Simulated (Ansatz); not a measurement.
## NiSi₃₁ (charge +1): geometry relaxation (part 1 of 2)

The run: geometry relaxation of NiSi₃₁ (defect cell, 32 atoms in the cell, total charge +1). Method and program: DFT PBEsol, scalar-relativistic, plane waves, PAW, spin-polarised (Ansatz 0.2.0).

The structure derives from a Materials Project entry. It belongs to a series of runs on one base structure; here: Ni on a Si site (b), charge +1, atoms relaxed at the host's cell, started again with a moment of 3 μB.

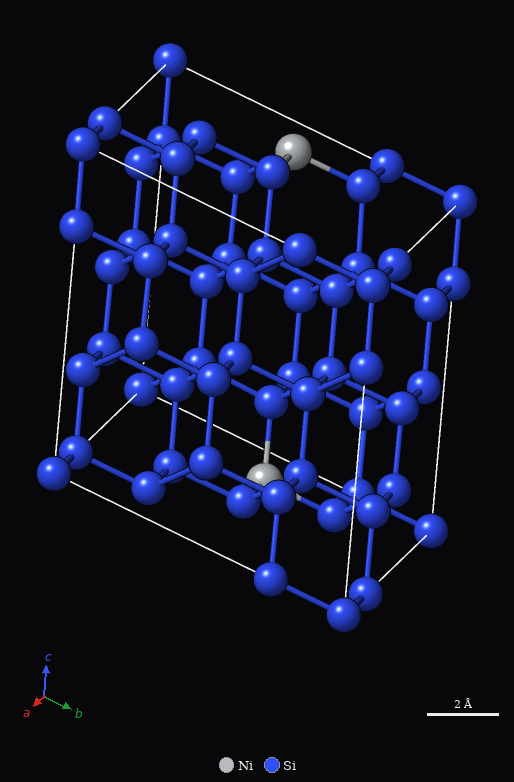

*The structure as given in the input (ball-and-stick view of the cell of the calculation, seen slightly off an axis).*

Near neighbours in the crystal (not all of them lie inside the picture): Ni has 4 Si at 2.27 Å; Si has 4 Si at 2.34 to 2.37 Å; Si has 1 Ni at 2.27 Å and 3 Si at 2.37 Å.

**Input file**
```yaml
crystal:
  lattice:
    - [-5.433834161, 5.433834161, 5.433834161]
    - [5.433834161, -5.433834161, 5.433834161]
    - [5.433834161, 5.433834161, -5.433834161]
  atoms:
    - { symbol: Ni, position: [0.25, 0.5, 0.0], spin: 3.0 }
    - { symbol: Si, position: [0.25, 0.7476294239, 0.7503429922] }
    - { symbol: Si, position: [0.25, 0.0, 0.5] }
    - { symbol: Si, position: [0.4976294239, 0.2503429922, 0.0] }
    - { symbol: Si, position: [0.25, 0.2503429922, 0.2476294239] }
    - { symbol: Si, position: [0.4976294239, 0.5, 0.7503429922] }
    - { symbol: Si, position: [0.4996570078, 0.7496570078, 0.4972864317] }
    - { symbol: Si, position: [0.75, 0.0, 0.0] }
    - { symbol: Si, position: [0.4996570078, -0.0027135683, 0.2496570078] }
    - { symbol: Si, position: [0.7527135683, 0.2523705761, 0.7523705761] }
    - { symbol: Si, position: [0.75, 0.5, 0.5] }
    - { symbol: Si, position: [0.0003429922, 0.7476294239, 0.0] }
    - { symbol: Si, position: [0.7472864317, 0.7496570078, 0.2496570078] }
    - { symbol: Si, position: [0.0023705761, 0.0027135683, 0.7523705761] }
    - { symbol: Si, position: [0.0023705761, 0.2523705761, 0.5027135683] }
    - { symbol: Si, position: [0.0003429922, 0.5, 0.2476294239] }
    - { symbol: Si, position: [0.0091683413, 0.2591683413, 0.7591683413] }
    - { symbol: Si, position: [0.0008732596, 0.5, 0.4998970386] }
    - { symbol: Si, position: [-0.0009762209, 0.7491267404, 0.2491267404] }
    - { symbol: Si, position: [0.25, -0.0001029614, 0.7508732596] }
    - { symbol: Si, position: [0.0008732596, -0.0001029614, 0.0] }
    - { symbol: Si, position: [0.25, 0.2508732596, 0.4998970386] }
    - { symbol: Si, position: [0.25, 0.5, 0.2408316587] }
    - { symbol: Si, position: [0.4991267404, 0.7491267404, 0.7490237791] }
    - { symbol: Si, position: [0.25, 0.7408316587, 0.0] }
    - { symbol: Si, position: [0.5009762209, 0.0001029614, 0.5001029614] }
    - { symbol: Si, position: [0.4991267404, 0.2490237791, 0.2491267404] }
    - { symbol: Si, position: [0.7498970386, 0.5, 0.7508732596] }
    - { symbol: Si, position: [0.4908316587, 0.5, 0.0] }
    - { symbol: Si, position: [0.7501029614, 0.7509762209, 0.5001029614] }
    - { symbol: Si, position: [0.7501029614, 0.0001029614, 0.2509762209] }
    - { symbol: Si, position: [0.7498970386, 0.2508732596, 0.0] }
  host:
    lattice:
      - [0.0, 2.7169170805, 2.7169170805]
      - [2.7169170805, 0.0, 2.7169170805]
      - [2.7169170805, 2.7169170805, 0.0]
    atoms:
      - { symbol: Si, position: [0.25, 0.25, 0.25] }
      - { symbol: Si, position: [0.0, 0.0, 0.0] }
total_charge: 1
basis:
  ecutwfc: 420
  xc_grid: 2
kpoints:
  mp_grid: { grid: [3, 3, 3], shift: [0.0, 0.0, 0.0] }
hamiltonian:
  xc: pbesol
scf:
  occupations: { method: gaussian, width: 0.02 }
output:
  forces: true
  stress: false
  eigenvalues: true
  populations: true
  charged_corrections:
    defect_position: [0.25, 0.5, 0.0]
    epsilon: [[13.2922, 0.0, 0.0], [0.0, 13.2922, 0.0], [0.0, 0.0, 13.2922]]
  write_density: true
  write_potential: true
  elf: true
  volumetric_format: npy
magnetization:
  spin_polarized: true
relax:
  adjacent_minimum: "off"
  f_tol: 0.025
  max_steps: 45
```

Machine: 4 threads of Arm Neoverse V2, 24 GiB of memory available, shared host.

Launch command:
```bash
ansatz run input.yaml --threads 4 --pin off --max-ram 6144MiB --backend cpu --events-out ev --progress --plain --runs-dir out
```

**What the program printed**
```
Warning: where an SCF of this run starts from atoms to list the orders of its open shells, Ni (site 0, from 0) starts with 2.00 μB on its 3d shell, in the place of the 3.00 μB that the deck gives it: its open shells can hold no more by Hund's first rule. To start from spheres of the given moment, type scf.initial_density.shell_occupations: []
Engine: ansatz 0.2.0, aarch64-unknown-linux-gnu
Pseudopotentials: kind: paw
Pseudopotential: Ni, paw, valence charge 18, recommended cutoff 420 eV (normal), Ni.paw.azcp
Pseudopotential: Si, paw, valence charge 4, recommended cutoff 420 eV (normal), Si.paw.azcp
Functional definition: PBEsol
  exchange = pbesol_x
  correlation = pbesol_c
Crystal: 32 atoms, lattice volume = 641.770 Å³
Basis set: ecut = 420 eV, 12527 PW (Γ), exchange–correlation on 128×128×128 points (8 copies of the dense FFT grid, shifted against one another)
Bands: 104, of which v1, the nominal top of the filled ones, is band 71 counted from 1 (70 counted from 0)
Symmetry: 24 space group operations
Space group: I-43m (ITA 217), of the structure as read, at distance tolerance 8.6e-5 Å
Magnetic group: BNS 217.78 (UNI 1580), of the structure as read, at distance tolerance 8.6e-5 Å
k-points: 4 of 27 (time reversal used)
Non-local potential: Ni, projectors of the file, l = 0: 3, l = 1: 2, l = 2: 3, l = 3: 1
Non-local potential: Si, projectors of the file, l = 0: 2, l = 1: 2, l = 2: 2
PAW form: soft (Blöchl's): semilocal exchange-correlation on the pseudo side does not see the compensation charge
PAW frozen core: Ni, regenerated for the run's functional, and the local potential with it (the file was generated under x = pbe(κ = 0.804, μ = 0.2195149727645171), c = pbe(β = 0.06672455060314922))
PAW frozen core: Si, regenerated for the run's functional, and the local potential with it (the file was generated under x = pbe(κ = 0.804, μ = 0.2195149727645171), c = pbe(β = 0.06672455060314922))
PAW one-centre angular grid: Ni, 590 points (default); XC on 64 Gauss nodes
PAW one-centre angular grid: Si, 110 points (default); XC on 64 Gauss nodes
Initial density: superposition of atomic densities (chi_scale 0.1, normalization cell)
Starting moments: Σ|m| = 3 μB on 1 of 32 sites
Initial wavefunctions: pseudopotential atomic-orbital guess
Functional: x = pbesol(κ = 0.804, μ = 0.12345679012345678), c = pbesol(β = 0.046)
SCF iter   1: F=—  HF=-25075.832206 eV  |F-HF|=—  |Δ(HF+E_count)|=         —  Δρ=3.78e-2 (↑2.18e-2 ↓3.78e-2)  dr2=1.70e1  dr2_m=1.72e0  M=1.860 μB ∫|m|=1.866 μB  β_m=0.30  ethr=3.10e-3  ⟨swp⟩=6.1  Hψ=3809  notcnv=0  defer=82
Mixer restart at iter 1: flushing history
preconditioner: auto → Kerker (q_TF=auto, 2.119 Å⁻¹)  [metal: Δε(μ)=0.018 eV  Ē_g=7.768 eV  σ=0.020 eV  W_gap=0.44  n_scr=86 (ndim 8)  ℏωp=16.9 eV  f_vac=0.000  D(μ)=26.74/eV (n_scr^D=224)]
spin=Collinear: Kerker preconditioning applied to the charge; magnetization (m = ρ↑ − ρ↓) channel mixes plain (no charge-response kernel on spin).
SCF iter   2: F=—  HF=-25076.415935 eV  |F-HF|=—  |Δ(HF+E_count)|=   5.84e-1  Δρ=2.14e-2 (↑2.09e-2 ↓2.14e-2)  dr2=7.35e0  dr2_m=9.55e-1  M=1.222 μB ∫|m|=1.346 μB  β_m=0.52  ethr=3.10e-3  ⟨swp⟩=2.9  Hψ=1591  notcnv=0  defer=168
preconditioner: auto → Resta (q_TF=auto, 2.119 Å⁻¹)  ε∞=5.8  [insulator: Δε(μ)=0.041 eV  Ē_g=7.717 eV  σ=0.020 eV  W_gap=0.74  n_scr=86 (ndim 8)  ℏωp=16.9 eV  f_vac=0.000  D(μ)=12.29/eV (n_scr^D=78)  ε∞_Penn≈5.8]
spin=Collinear: Resta preconditioning applied to the charge; magnetization (m = ρ↑ − ρ↓) channel mixes plain (no charge-response kernel on spin).
SCF iter   3: F=—  HF=-25076.452085 eV  |F-HF|=—  |Δ(HF+E_count)|=   3.61e-2  Δρ=3.81e-2 (↑1.27e-2 ↓3.81e-2)  dr2=1.47e1  dr2_m=1.05e0  M=1.196 μB ∫|m|=1.205 μB  β_m=0.43  ethr=3.10e-3  ⟨swp⟩=2.0  Hψ=1581  notcnv=0  defer=210
SCF iter   4: F=—  HF=-25075.674769 eV  |F-HF|=—  |Δ(HF+E_count)|=   7.77e-1  Δρ=7.85e-3 (↑7.85e-3 ↓4.87e-3)  dr2=1.74e-1  dr2_m=1.73e-1  M=0.554 μB ∫|m|=0.648 μB  β_m=0.72  ethr=3.10e-3  ⟨swp⟩=3.9  Hψ=1678  notcnv=0  defer=204
SCF iter   5: F=—  HF=-25075.777920 eV  |F-HF|=—  |Δ(HF+E_count)|=         —  Δρ=3.55e-3 (↑1.11e-3 ↓3.55e-3)  dr2=4.58e-2  dr2_m=2.58e-2  M=0.333 μB ∫|m|=0.363 μB  β_m=0.72  ethr=1.23e-4  ⟨swp⟩=3.0  Hψ=1616  notcnv=0  defer=204
Mixer restart at iter 5: flushing history
SCF iter   6: F=—  HF=-25075.792487 eV  |F-HF|=—  |Δ(HF+E_count)|=   1.46e-2  Δρ=4.58e-3 (↑4.58e-3 ↓3.22e-3)  dr2=2.88e-1  dr2_m=3.03e-3  M=0.333 μB ∫|m|=0.350 μB  β_m=0.40  ethr=3.25e-5  ⟨swp⟩=3.0  Hψ=1564  notcnv=0  defer=204  recentre
SCF iter   7: F=—  HF=-25075.772809 eV  |F-HF|=—  |Δ(HF+E_count)|=   1.97e-2  Δρ=2.77e-3 (↑6.71e-4 ↓2.77e-3)  dr2=3.75e-2  dr2_m=8.53e-3  M=0.333 μB ∫|m|=0.352 μB  β_m=0.40  ethr=3.25e-5  ⟨swp⟩=3.0  Hψ=1578  notcnv=0  defer=204
SCF iter   8: F=—  HF=-25075.763825 eV  |F-HF|=—  |Δ(HF+E_count)|=   8.98e-3  Δρ=5.55e-4 (↑1.72e-4 ↓5.55e-4)  dr2=7.56e-4  dr2_m=7.21e-4  M=0.333 μB ∫|m|=0.344 μB  β_m=0.60  ethr=2.66e-5  ⟨swp⟩=2.0  Hψ=1550  notcnv=0  defer=204
SCF iter   9: F=—  HF=-25075.763841 eV  |F-HF|=—  |Δ(HF+E_count)|=   1.59e-5  Δρ=1.01e-4 (↑5.52e-5 ↓1.01e-4)  dr2=1.43e-4  dr2_m=4.80e-6  M=0.331 μB ∫|m|=0.340 μB  β_m=0.66  ethr=5.36e-7  ⟨swp⟩=2.2  Hψ=1394  notcnv=0  defer=204
SCF iter  10: F=—  HF=-25075.763842 eV  |F-HF|=—  |Δ(HF+E_count)|=   1.70e-6  Δρ=1.86e-5 (↑1.86e-5 ↓9.70e-6)  dr2=3.02e-6  dr2_m=2.68e-7  M=0.331 μB ∫|m|=0.340 μB  β_m=0.83  ethr=1.01e-7  ⟨swp⟩=2.0  Hψ=1041  notcnv=0  defer=204
SCF iter  11: F=—  HF=-25075.763843 eV  |F-HF|=—  |Δ(HF+E_count)|=   8.63e-7  Δρ=8.41e-6 (↑8.41e-6 ↓5.97e-6)  dr2=1.01e-6  dr2_m=1.20e-8  M=0.332 μB ∫|m|=0.340 μB  β_m=0.92  ethr=2.14e-9  ⟨swp⟩=2.0  Hψ=1114  notcnv=0  defer=204
SCF iter  12: F=-25075.763843 eV  HF=-25075.763843 eV  |F-HF|=4.79e-8  |Δ(HF+E_count)|=   6.11e-9  Δρ=1.75e-6 (↑1.44e-6 ↓1.75e-6)  dr2=6.21e-8  dr2_m=2.16e-10  M=0.332 μB ∫|m|=0.340 μB  ethr=7.16e-10  ⟨swp⟩=17.0  Hψ=7508  notcnv=0
SCF 1 converged in 12 iterations: F = -25075.763843 eV  dr2 = 6.21e-8
  greatest PAW one-centre occupation: 1.001 electrons in one spin orbital (limit 2), on the Ni atom at site 0 (counted from 0), in its partial waves of l = 1
relax step   1: F+E_penalty+E_count = -25075.76384321 eV  Δ(F+E_penalty+E_count) = +0.000e0 eV  max|allowed force component| = 8.925e-3 eV/Å  Δτ_max = 0.0000 Å  (12 SCF iters, dr2 threshold 1.56e-5 eV, accepted)
Initial density: handed on by an earlier stage of this run
Starting moments: Σ|m| = 3 μB on 1 of 32 sites; this step starts from the density that it was given
Initial wavefunctions: those handed on with the density
iter 1 solved again at ethr=1.94e-12 eV; its pass at ethr=3.10e-3 eV (dr2=2.74e-9 eV) is discarded
SCF iter   1: F=—  HF=-25075.763843 eV  |F-HF|=—  |Δ(HF+E_count)|=         —  Δρ=3.84e-7 (↑2.96e-7 ↓3.84e-7)  dr2=2.72e-9  dr2_m=8.67e-11  M=0.332 μB ∫|m|=0.340 μB  β_m=0.65  ethr=1.94e-12  ⟨swp⟩=2.0  Hψ=2539  notcnv=0
preconditioner: auto → Resta (q_TF=auto, 2.119 Å⁻¹)  ε∞=6.0  [insulator: Δε(μ)=0.050 eV  Ē_g=7.575 eV  σ=0.020 eV  W_gap=0.75  n_scr=86 (ndim 8)  ℏωp=16.9 eV  f_vac=0.000  D(μ)=10.23/eV (n_scr^D=54)  ε∞_Penn≈6.0]
spin=Collinear: Resta preconditioning applied to the charge; magnetization (m = ρ↑ − ρ↓) channel mixes plain (no charge-response kernel on spin).
iter 2 did not close the SCF: its close was put off for a magnetic moment that had not settled (scf_convergence_deferred on its scf_iter line)
SCF iter   2: F=-25075.763843 eV  HF=-25075.763843 eV  |F-HF|=4.31e-8  |Δ(HF+E_count)|=   6.85e-9  Δρ=1.57e-6 (↑1.27e-6 ↓1.57e-6)  dr2=4.93e-8  dr2_m=1.60e-10  M=0.332 μB ∫|m|=0.340 μB  β_m=0.65  ethr=1.93e-12  ⟨swp⟩=5.0  Hψ=3599  notcnv=0
SCF iter   3: F=-25075.763843 eV  HF=-25075.763843 eV  |F-HF|=7.89e-9  |Δ(HF+E_count)|=   2.03e-9  Δρ=7.09e-7 (↑7.09e-7 ↓6.32e-7)  dr2=7.36e-9  dr2_m=9.33e-12  M=0.332 μB ∫|m|=0.340 μB  ethr=1.93e-12  ⟨swp⟩=5.0  Hψ=4049  notcnv=0
SCF 2 converged in 3 iterations: F = -25075.763843 eV  dr2 = 7.36e-9
relax step   2: F+E_penalty+E_count = -25075.76384325 eV  Δ(F+E_penalty+E_count) = -3.861e-8 eV  max|allowed force component| = 8.930e-3 eV/Å  Δτ_max = 0.0000 Å  (3 SCF iters, accepted)
```

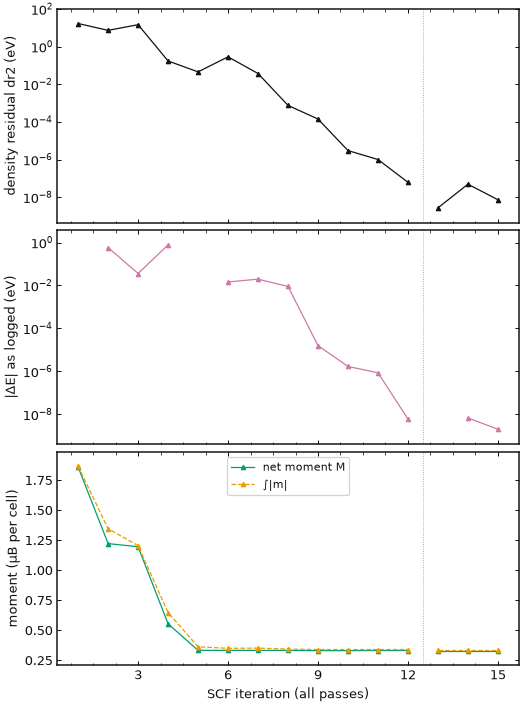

*Convergence of the self-consistent field: density residual dr2, size of the energy change and magnetic moment against the SCF iteration. The dotted lines part the SCF passes of the relaxation: geometry steps, rejected trials and re-solves on a re-selected basis.*

The passes take 12 and 3 iterations. The net moment goes from 1.9 to 0.3 μB per cell.

```
SCF converged after 3 iterations
Magnetization: 0.3315 μB (70.6658 up, 70.3342 down)
Absolute magnetization: 0.3402 μB (∫|ρ↑−ρ↓|, with the PAW one-centre terms)
Spin contamination: 0.0007 ħ² per cell (⟨S²⟩ above its minimum at these occupations)
Per-site moments (μB) at R_I (Å): [(0.08304540882238663, 0.9349847702879015), (0.0017554806904612797, 0.9669996915682296), (0.0018411855481882268, 0.9741027608436487), (0.0017554806904613376, 0.9669996915682296), (0.0017554806904612834, 0.9669996915682296), (0.0017554806904613183, 0.9669996915682296), (0.0017554806904613051, 0.96699969156823), (0.0018411855481883154, 0.9741027608436489), (0.0017554806904612878, 0.9669996915682294), (0.001755480690461271, 0.9669996915682288), (0.0018411855481882894, 0.9741027608436487), (0.0017554806904613706, 0.96699969156823), (0.0017554806904612969, 0.9669996915682294), (0.0017554806904613242, 0.9669996915682298), (0.0017554806904612771, 0.9669996915682294), (0.0017554806904613149, 0.9669996915682287), (0.010646818793804124, 0.9349847702879018), (0.0011013255854612867, 0.9669996915682294), (0.0011013255854612153, 0.9669996915682287), (0.0011013255854612322, 0.96699969156823), (0.0011013255854612333, 0.9669996915682296), (0.0011013255854612665, 0.9669996915682298), (0.01064681879380426, 0.9349847702879016), (0.001101325585461309, 0.9669996915682296), (0.010646818793804181, 0.9349847702879015), (0.001101325585461192, 0.9669996915682294), (0.0011013255854611722, 0.9669996915682296), (0.0011013255854612092, 0.9669996915682288), (0.010646818793804127, 0.9349847702879021), (0.0011013255854612175, 0.9669996915682294), (0.001101325585461175, 0.9669996915682298), (0.0011013255854612275, 0.9669996915682298)]
Free energy (F): -25075.763843 eV
Harris-Foulkes:  -25075.763843 eV  (|F-HF|=7.89e-9)
Internal energy: -25075.761797 eV  (E = F + TS)
E sigma→0 (E₀):  -25075.762820 eV
Entropy (-TS):   -0.002046 eV (-0.064 meV/atom)
Fermi energy:    6.043278 eV
--- Per-component energies (eV) ---
  E_band       = -367.292515
  E_kinetic    = 1511.681657
  E_local      = -7492.777227  (includes V_loc(G=0)·N_el)
  E_nonlocal   = 1439.488714
  E_hartree    = 3158.943195
  E_xc         = -1765.444403
  E_vxc        = -1542.667224  (∫ρ·V_xc dr)
  E_paw        = -17061.308346  (= ΣΔE_a)
  E_vpaw       = -600.914256  (= ΣTr[D̂ρ^β])
  E_aug_tail   = 0.000682  (compensation charges beyond the density's cutoff)
  E_ewald      = -4867.521738
  E_core_change = 1.175669  (= ΣΔE_core)
  E_smearing   = -0.002046  (= −TS)
  E_closure    = 0.000000  (closes the sum)
  E_deformation_potential = 12.622269  (in the stress; not in F)
  Σ components = -25075.763843   (vs F -25075.763843, Δ=0.00e0)
--- Forces (eV/Å), atoms counted from 1 ---
  atom   1  Ni    -0.00000000    -0.00000000     0.00000000
  atom   2  Si     0.00464759     0.00646452    -0.00646452
  atom   3  Si     0.00000000    -0.00000000     0.00000000
  atom   4  Si     0.00646452    -0.00646452     0.00464759
  atom   5  Si     0.00464759    -0.00646452     0.00646452
  atom   6  Si     0.00646452     0.00464759    -0.00646452
  atom   7  Si    -0.00646452    -0.00646452    -0.00464759
  atom   8  Si     0.00000000     0.00000000     0.00000000
  atom   9  Si    -0.00646452    -0.00464759    -0.00646452
  atom  10  Si    -0.00464759     0.00646452     0.00646452
  atom  11  Si     0.00000000    -0.00000000    -0.00000000
  atom  12  Si    -0.00646452     0.00646452     0.00464759
  atom  13  Si    -0.00464759    -0.00646452    -0.00646452
  atom  14  Si     0.00646452    -0.00464759     0.00646452
  atom  15  Si     0.00646452     0.00646452    -0.00464759
  atom  16  Si    -0.00646452     0.00464759     0.00646452
  atom  17  Si    -0.00893042    -0.00893042    -0.00893042
  atom  18  Si     0.00149556    -0.00677716    -0.00149556
  atom  19  Si     0.00677716     0.00149556     0.00149556
  atom  20  Si    -0.00677716    -0.00149556     0.00149556
  atom  21  Si     0.00149556    -0.00149556    -0.00677716
  atom  22  Si    -0.00677716     0.00149556    -0.00149556
  atom  23  Si     0.00893042     0.00893042    -0.00893042
  atom  24  Si     0.00149556     0.00149556     0.00677716
  atom  25  Si     0.00893042    -0.00893042     0.00893042
  atom  26  Si     0.00677716    -0.00149556    -0.00149556
  atom  27  Si     0.00149556     0.00677716     0.00149556
  atom  28  Si    -0.00149556    -0.00677716     0.00149556
  atom  29  Si    -0.00893042     0.00893042     0.00893042
  atom  30  Si    -0.00149556     0.00677716    -0.00149556
  atom  31  Si    -0.00149556    -0.00149556     0.00677716
  atom  32  Si    -0.00149556     0.00149556    -0.00677716
  max |Σ_I F_I| component: 3.04e-17 eV/Å
--- Charged-cell corrections in eV (Makov–Payne, q = +1.000 e, ε = 13.292) ---
  F (periodic)     = -25075.763843  (uncorrected; the corrections below are reported, never added to it)
  E_corr1          = +0.181384  (monopole, q²α_M/2εL)
  F Makov-Payne    = -25075.582459  (F + E_corr1; no measured alignment; for a localised charge, not one spread in a band: unchecked)
  no potential alignment in this run, which stands beside a crystal: run the host's input off ansatz write-host-input, and read the two finished runs by ansatz place-levels (neither reads a slab, a wire or a sheet, whose cell leaves a vacuum)
--- Band table (eV; the first three rows and the last of 8) ---
  k-point 0 ↑: bands = ["-97.1586", "-57.7059", "-57.7059", "-57.7059", "-5.6662", "-3.7121", "-3.7121", "-3.7121", "-3.6766", "-3.6766", "-3.6766", "-3.6728", "-3.6728", "-3.6355", "-3.6355", "-3.6355", "-2.8741", "-1.5945", "-1.5945", "-1.5537", "-1.5537", "-1.5537", "-0.9895", "0.7208", "0.7208", "0.7208", "0.7324", "0.7324", "0.7463", "0.7463", "0.7463", "0.8210", "0.8210", "0.8210", "2.1039", "2.3616", "2.3616", "2.3616", "2.4074", "2.4074", "2.4534", "2.4534", "2.4534", "2.6960", "2.6960", "2.6960", "2.9185", "3.3645", "3.3645", "3.3645", "3.4546", "3.4546", "3.4546", "3.8090", "3.8090", "3.8090", "3.8135", "3.8135", "4.8827", "4.8929", "4.8929", "4.8929", "4.9324", "4.9324", "4.9324", "5.0940", "5.0940", "5.6143", "5.6143", "5.6143", "6.8464", "6.8464", "6.8464", "7.0218", "7.0218", "7.0218", "7.0254", "7.0254", "7.0670", "8.5917", "8.5917", "8.5917", "8.6635", "8.6635", "8.6635", "8.6975", "8.6975", "8.6975", "8.8340", "8.8340", "9.0222", "9.0751", "9.0751", "9.0751", "9.8067", "10.9474", "10.9474", "10.9474", "10.9938", "10.9938", "10.9938", "11.0303", "11.0814", "11.0814"]
```
